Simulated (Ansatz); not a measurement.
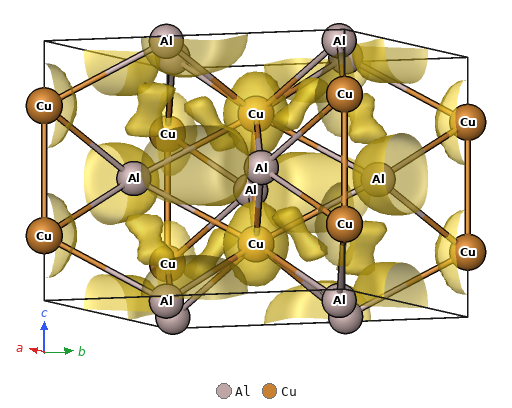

Figure 1: Al2Cu. Density of the Kohn–Sham states from −0.25 to +0.25 eV about the Fermi level (the states at the Fermi level), scaled to one electron a cell: yellow surface at 0.015 1/Å³, in the conventional cell seen at an oblique angle.

Space group I4/mcm.

All numbers below come from Ansatz, DFT PBE, scalar-relativistic, plane waves, PAW.

Core electrons are frozen (PAW), so the fields are smoothed inside the atomic spheres.

Describe these states.

Answer. Löwdin projections on the PAW files' atomic orbitals give Al 3p (60 %), Al 3s (25 %) and Cu 3d (10 %).
In space (atomic cells sized by Bader volumes) the density divides as Al about 60 % and Cu about 40 %. The two measures disagree here: the projection uses a minimal set of atomic orbitals, while the spatial cells share out diffuse density by volume.

Run time: 19 s on 2 threads of Arm Neoverse N1, on a shared host, peak memory 0.54 GiB.
